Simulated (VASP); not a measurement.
# Band edges against the vacuum: CdSe(110), part 3 of 3

Aim: ionisation energy and electron affinity of CdSe(110), from a slab and a bulk run lined up through core potentials. The cell is generated by rule, not measured, and may not be a known phase.

VASP 6.6.1, plane waves and PAW; the level of theory is named at each step.

So far, gap on the k-mesh (eV): step 3 (band edges of the bulk) 0.476.

**5. Vacuum level and density of states**

Level of this step: PBEsol; plane waves and PAW (Cd, Se) (VASP).

A static run writes the electrostatic potential without exchange and correlation (LVHAR), which is flat in the vacuum and gives the level to count from. The dipole correction cancels the field that unlike faces would set up across the vacuum.

The input, INCAR:

```
SYSTEM = CdSe
PREC = Normal
ENCUT = 320
EDIFF = 1E-06
NELM = 120
ISMEAR = 0
SIGMA = 0.03
LREAL = Auto
ALGO = Fast
GGA = PS
NBANDS = 100
LORBIT = 11
LWAVE = .FALSE.
LCHARG = .TRUE.
KPAR = 2
LASPH = .TRUE.
IDIPOL = 3
LDIPOL = .TRUE.
DIPOL = 0.5 0.5 0.5
LVHAR = .TRUE.
LVACPOTAV = .TRUE.
NEDOS = 1500
```

The input, POSCAR:

```
CdSe
1.0
    4.3020670905      0.0000000000      0.0000000000
    0.0000000000      6.0840416256      0.0000000000
    0.0000000000      0.0000000000     33.2082683619
Cd Se
9 9
Direct
    0.0000000000      0.0578769791      0.2556968074
    0.5000000000      0.4836702515      0.3004565769
    0.0000000000      0.9919879574      0.3713319479
    0.5000000000      0.4903388663      0.4337398393
    0.0000000000      0.9961144008      0.5000000000
    0.5000000000      0.4903388663      0.5662601607
    0.0000000000      0.9919879574      0.6286680521
    0.5000000000      0.4836702515      0.6995434231
    0.0000000000      0.0578769791      0.7443031926
    0.0000000000      0.7355928991      0.3065265469
    0.5000000000      0.2575869450      0.2334879520
    0.0000000000      0.7419019354      0.4355909126
    0.5000000000      0.2445602395      0.3682238627
    0.0000000000      0.7419019354      0.5644090874
    0.5000000000      0.2468534527      0.5000000000
    0.0000000000      0.7355928991      0.6934734531
    0.5000000000      0.2445602395      0.6317761373
    0.5000000000      0.2575869450      0.7665120480
```

The input, KPOINTS:

```
Automatic mesh
0
Gamma
6 4 1
0 0 0
```

The input, KPOINTS_OPT:

```
Line mode
14
Line-mode
Reciprocal
  0.00000000   0.00000000   0.00000000 GAMMA
  0.50000000   0.00000000   0.00000000 X

  0.50000000   0.00000000   0.00000000 X
  0.50000000   0.50000000   0.00000000 S

  0.50000000   0.50000000   0.00000000 S
  0.00000000   0.50000000   0.00000000 Y

  0.00000000   0.50000000   0.00000000 Y
  0.00000000   0.00000000   0.00000000 GAMMA

  0.00000000   0.00000000   0.00000000 GAMMA
  0.50000000   0.50000000   0.00000000 S
```

PAW data sets: Cd and Se (PBE family, release 64).

Launch:

```sh
> mpirun -np 4 vasp_std
```

Log:

```text
[banner, memory and clock lines left out]
running    4 mpi-ranks, on    1 nodes
 distrk:  each k-point on    2 cores,    2 groups
 distr:  one band on    1 cores,    2 groups

 POSCAR found type information on POSCAR CdSe
 POSCAR found :  2 types and      18 ions
 [... a notice as in an earlier step ...]

 LDA part: xc-table for (Slater+PW92), standard interpolation
 POSCAR, INCAR and KPOINTS ok, starting setup
 FFT: planning ... GRIDC
 FFT: planning ... GRID_SOFT
 FFT: planning ... GRID
 WAVECAR not read
 entering main loop
       N       E                     dE             d eps       ncg     rms          rms(c)
DAV:   1     0.940628710535E+03    0.94063E+03   -0.54895E+04  2520   0.925E+02
DAV:   2     0.194176389382E+02   -0.92121E+03   -0.89457E+03  2816   0.273E+02
DAV:   3    -0.560871157031E+02   -0.75505E+02   -0.74730E+02  2700   0.727E+01
DAV:   4    -0.581773869860E+02   -0.20903E+01   -0.20808E+01  2736   0.113E+01
DAV:   5    -0.582276619316E+02   -0.50275E-01   -0.50237E-01  2736   0.157E+00    0.181E+01
RMM:   6    -0.547184040778E+02    0.35093E+01   -0.76643E+00  2433   0.750E+00    0.150E+01
RMM:   7    -0.545462075295E+02    0.17220E+00   -0.36502E+00  2502   0.354E+00    0.352E+00
RMM:   8    -0.544780922771E+02    0.68115E-01   -0.23008E-01  2613   0.120E+00    0.118E+00
RMM:   9    -0.544751275078E+02    0.29648E-02   -0.79799E-02  2689   0.572E-01    0.612E-01
RMM:  10    -0.544752031937E+02   -0.75686E-04   -0.76961E-03  2789   0.314E-01    0.143E-01
RMM:  11    -0.544760502746E+02   -0.84708E-03   -0.20471E-03  2720   0.122E-01    0.102E-01
RMM:  12    -0.544760680312E+02   -0.17757E-04   -0.46236E-04  2814   0.479E-02    0.276E-02
RMM:  13    -0.544761403872E+02   -0.72356E-04   -0.10456E-04  2811   0.219E-02    0.175E-02
RMM:  14    -0.544761945839E+02   -0.54197E-04   -0.46218E-05  2802   0.173E-02    0.103E-02
RMM:  15    -0.544762005632E+02   -0.59793E-05   -0.99267E-06  2250   0.606E-03    0.244E-03
RMM:  16    -0.544762222249E+02   -0.21662E-04   -0.48259E-06  2189   0.431E-03    0.196E-03
RMM:  17    -0.544762283674E+02   -0.61425E-05   -0.14696E-06  1823   0.202E-03    0.157E-03
RMM:  18    -0.544762355584E+02   -0.71910E-05   -0.61542E-07  1507   0.130E-03    0.606E-04
RMM:  19    -0.544762376019E+02   -0.20435E-05   -0.23608E-07  1366   0.957E-04    0.986E-04
RMM:  20    -0.544762393950E+02   -0.17931E-05   -0.19596E-07  1186   0.850E-04    0.242E-04
RMM:  21    -0.544762400795E+02   -0.68454E-06   -0.31107E-08   702   0.604E-04
|                                                                             |
|           W    W    AA    RRRRR   N    N  II  N    N   GGGG   !!!           |
|           W    W   A  A   R    R  NN   N  II  NN   N  G    G  !!!           |
|           W    W  A    A  R    R  N N  N  II  N N  N  G       !!!           |
|           W WW W  AAAAAA  RRRRR   N  N N  II  N  N N  G  GGG   !            |
|           WW  WW  A    A  R   R   N   NN  II  N   NN  G    G                |
|           W    W  A    A  R    R  N    N  II  N    N   GGGG   !!!           |
|                                                                             |
|     Did not find any points to average over, which means that no vacuum     |
|     field-free region was found. Please increase the size of  your cell     |
|     in the dimension of the dipole correction to obtain accurate            |
|     workfunction values.                                                    |
|                                                                             |

   1 F= -.54476240E+02 E0= -.54476240E+02  d E =-.217760E-12
 Start KPOINTS_OPT (optional k-point list driver)
k-point batch [1-12\70]
       N       E                     dE             ncg
DAV:   1    -0.434005064556E+04   -0.18777E+05     2640
DAV:   2    -0.149393489409E+05   -0.10599E+05     2788
DAV:   3    -0.157585772190E+05   -0.81923E+03     2712
DAV:   4    -0.157824154830E+05   -0.23838E+02     2752
DAV:   5    -0.157830255676E+05   -0.61008E+00     2744
DAV:   6    -0.157830418832E+05   -0.16316E-01     2760
DAV:   7    -0.157830425107E+05   -0.62753E-03     2760
DAV:   8    -0.157830425388E+05   -0.28106E-04     2344
DAV:   9    -0.157830425403E+05   -0.14180E-05     1824
DAV:  10    -0.157830425404E+05   -0.11312E-06     1616
[...]
k-point batch [61-70\70]
       N       E                     dE             ncg
DAV:   1    -0.306991052680E+04   -0.28746E+05     2160
DAV:   2    -0.120392828592E+05   -0.89694E+04     2288
DAV:   3    -0.127087676654E+05   -0.66948E+03     2280
DAV:   4    -0.127269505637E+05   -0.18183E+02     2304
DAV:   5    -0.127274124034E+05   -0.46184E+00     2312
DAV:   6    -0.127274280729E+05   -0.15669E-01     2288
DAV:   7    -0.127274287494E+05   -0.67659E-03     2328
DAV:   8    -0.127274287764E+05   -0.26955E-04     1952
DAV:   9    -0.127274287778E+05   -0.13532E-05     1632
DAV:  10    -0.127274287779E+05   -0.10265E-06     1384
```

Run time: 9.9 min. Hardware: 4 MPI ranks of Intel Xeon Platinum 8488C (Sapphire Rapids), shared host; peak memory 1.8 GiB.

OUTCAR, selected parts (step 5):

```text
   NELECT =     162.0000    total number of electrons

 E-fermi :  -1.7427

 k-point     1 :       0.0000    0.0000    0.0000
  band No.  band energies     occupation
    ...
     77      -2.0798      2.00000
     78      -2.0606      2.00000
     79      -1.9971      2.00000
     80      -1.9341      2.00000
     81      -1.8831      2.00000
     82      -0.9859      0.00000
     83      -0.3055      0.00000
     84       0.3539      0.00000
     85       0.9636      0.00000
     86       1.1589      0.00000
    ...

  Total       -1.2321580     -0.8080002     -0.7125647      0.0000000      0.0000000      0.0000000
  in kB       -2.2712314     -1.4893833     -1.3134673      0.0000000      0.0000000      0.0000000
  external PRESSURE =      -1.6913607 kB  Pullay stress =       0.0000000 kB

 POSITION                                       TOTAL-FORCE (eV/Angst)
 -----------------------------------------------------------------------------------
      0.00000      0.35213      8.49125        -0.000000      0.011294      0.007972
      2.15103      2.94267      9.97764         0.000000      0.010775      0.005344
      0.00000      6.03530     12.33129        -0.000000     -0.001303     -0.003569
      2.15103      2.98324     14.40375        -0.000000      0.000387      0.019195
      0.00000      6.06040     16.60413        -0.000000     -0.014725      0.000000
      2.15103      2.98324     18.80452        -0.000000      0.000387     -0.019195
      0.00000      6.03530     20.87698        -0.000000     -0.001303      0.003569
      2.15103      2.94267     23.23063         0.000000      0.010775     -0.005344
      0.00000      0.35213     24.71702        -0.000000      0.011294     -0.007972
      0.00000      4.47538     10.17922        -0.000000      0.009583     -0.005979
      2.15103      1.56717      7.75373        -0.000000     -0.006083      0.002766
      0.00000      4.51376     14.46522        -0.000000     -0.011926     -0.004769
      2.15103      1.48791     12.22808        -0.000000     -0.001061      0.008668
      0.00000      4.51376     18.74305        -0.000000     -0.011926      0.004769
      2.15103      1.50187     16.60413        -0.000000     -0.008605      0.000000
      0.00000      4.47538     23.02905        -0.000000      0.009583      0.005979
      2.15103      1.48791     20.98019        -0.000000     -0.001061     -0.008668
      2.15103      1.56717     25.45454         0.000000     -0.006083     -0.002766
 -----------------------------------------------------------------------------------
    total drift:                               -0.000000      0.012515      0.000023

  FREE ENERGIE OF THE ION-ELECTRON SYSTEM (eV)
  ---------------------------------------------------
  free  energy   TOTEN  =       -54.4762400795 eV

  energy  without entropy=      -54.4762400795  energy(sigma->0) =      -54.47624008

 vacuum level on the upper side and lower side of the slab         3.757         3.757

[... 9 parts as in an earlier step ...]

[... 9 further parts left out ...]
```

This step gave:

- electronic cycles: 21
- free energy (TOTEN): -54.4762 eV
- Fermi energy: -1.743 eV
- least gap on mesh and path: 0.8971 eV
- least direct gap on mesh and path: 0.8972 eV
- vacuum levels: 3.757, 3.757 eV
- ionisation potentials of the upper and lower face: 5.64, 5.64 eV
- electron affinities of the upper and lower face: 4.743, 4.743 eV

Electronic bands along the path, in eV, zero at the valence-band top; v1 is the highest filled band, c1 the lowest empty one:

```
point     v4     v3     v2     v1    c1    c2    c3    c4
    Γ  -0.18  -0.11  -0.05   0.00  0.90  1.58  2.24  2.85
    X  -1.24  -0.95  -0.93  -0.80  2.57  2.67  3.31  3.57
    S  -0.91  -0.86  -0.68  -0.66  2.41  2.52  2.85  3.27
    Y  -0.67  -0.66  -0.60  -0.60  2.36  2.37  2.54  2.65
    Γ  -0.18  -0.11  -0.05   0.00  0.90  1.58  2.24  2.85
    S  -0.91  -0.86  -0.68  -0.66  2.41  2.52  2.85  3.27
```

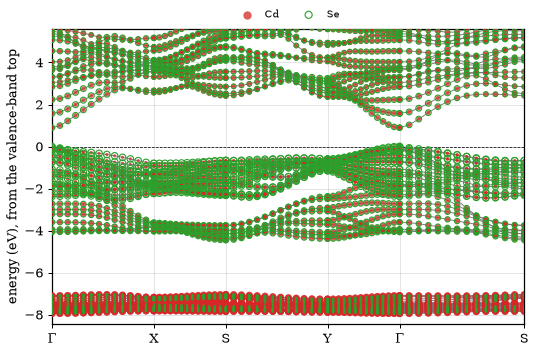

Electronic bands along the path; dots are coloured as in the legend, and their area grows with the weight.

The planar average of the electrostatic potential oscillates, so the rows of the table below give means over windows of 2.21 Å about each position, cut where the curve ends. Its maxima inside the range that stand out by 2 % of the span (Å: eV): 8.9: 0.640, 11.2: 2.20, 13.4: 1.88, 15.5: 2.06, 17.7: 2.06, 19.8: 1.88, 22.0: 2.20, 24.4: 0.640. Its minima: 8.1: -2.38, 10.1: -3.49, 12.3: -3.18, 14.4: -3.24, 16.6: -3.19, 18.8: -3.24, 20.9: -3.18, 23.1: -3.49, 25.1: -2.38.

Zero at the Fermi level. The planar average of the electrostatic potential by height; means over each step:

```csv
height (Å),planar average of the electrostatic potential (eV)
1.10,5.51
3.31,5.51
5.53,5.38
7.73,0.135
9.95,-1.40
12.16,-0.792
14.37,-0.876
16.57,-0.805
18.79,-0.870
21.00,-0.796
23.21,-1.36
25.41,0.0306
27.62,5.36
29.84,5.51
32.04,5.51
```

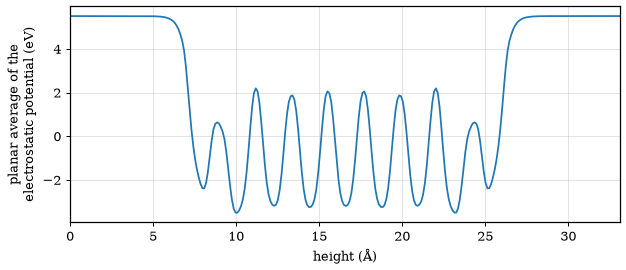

Planar average of the electrostatic potential, plotted against height.

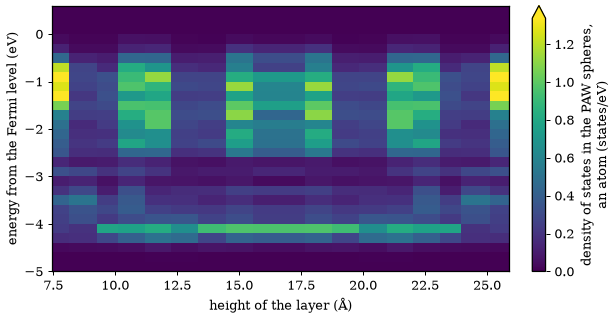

Density of states in the PAW spheres, an atom over height of the layer and energy from the Fermi level.

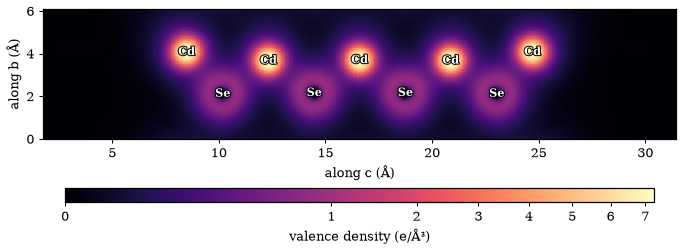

Valence density in the cb plane at fractional x = 0.000, with atoms of Cd and Se within 0.2 Å of it. It is the smooth field of the valence electrons, not physical close to the nuclei. The map starts off the cell's origin, so that atoms lie inside it. The colour scale is stretched toward low values. The far vacuum is left out of the map.

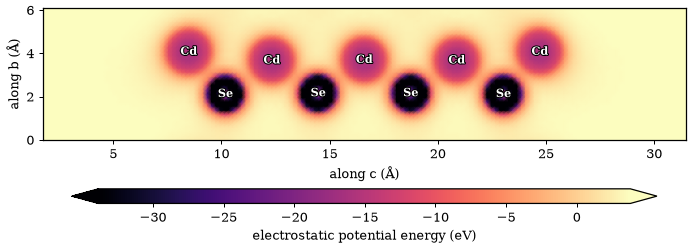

Electrostatic potential energy in the cb plane at fractional x = 0.000, with atoms of Cd and Se within 0.2 Å of it. With pseudopotentials it is smooth inside the atoms' cores, unlike the true potential. The map starts off the cell's origin, so that atoms lie inside it. The far vacuum is left out of the map.

The map of layer states is cut here 0.5 eV above the Fermi level, so it leaves out the states above that, and it starts at -5 eV, leaving out a taller peak below that would set the scale.

The vacuum level lies 5.64 eV above the highest filled level at the upper face; both faces agree, as the slab has next to no dipole.

The program found no field-free point at its default tolerance, but its printed level agrees with the flat part of the planar average.

**6. Lining up bulk and slab**

This step: band edges against the vacuum, PBEsol; plane waves and PAW (VASP 6.6.1).

Derived from the runs above.

Numbers from this step:

| Item | Value |
| --- | --- |
| ionisation energy | 5.625 eV |
| offset spread | 0.01480 eV |
| bulk gap | 0.4756 eV |
| slab gap | 0.8971 eV |
| electron affinity | 5.150 eV |
| buckling | 0.7375 Å |
| tilt | 31.26 degree |
| surface energy, relaxed | 0.3408 J/m² |

The averaged core potentials of the four middle atoms lie -2.676 eV from those of the bulk run. The bulk valence top (0.808 eV), moved by that offset, is taken from the upper vacuum level (3.757 eV).

**7. Summary of results**

```
ionisation energy       : 5.63 eV
electron affinity       : 5.15 eV
buckling                : 0.738 Å
surface energy, relaxed : 0.341 J/m²
```

The bulk valence-band top lies 5.63 eV below the vacuum of CdSe(110), and the conduction-band bottom 5.15 eV. The top layer buckles by 0.74 Å, a tilt of 31°, with Se outermost, as the anion takes the dangling-bond electrons and the cation flattens towards sp². The surface costs 0.34 J/m². The slab's least gap is 0.90 eV, against 0.48 eV in the bulk. Confinement widens it, surface states can narrow it, and the two gaps need not lie at the same wave vector; the faces' own affinities count to the slab's lowest empty state. The offsets of the four middle atoms spread by 0.01 eV; a shift common to all four would not show in it. One thickness was run. Semilocal band edges put the valence top too high and the gap too small. Spin-orbit coupling, left out here, would raise the valence top further.

[Lines on the potential files, build, host, timing and source positions are cut from VASP's logs without a mark.]

[Logs are printed without paths, hosts, clocks, repeated set-up lines and the standing remarks that a program may print on its own settings, such as how far it seeks lower states.]

[Hosts, paths, dates, database ids (printed as entryN), source tags and the programs' standing remarks are cut or masked in the printed files.]

[Runs that stopped without an error message from VASP are left out.]
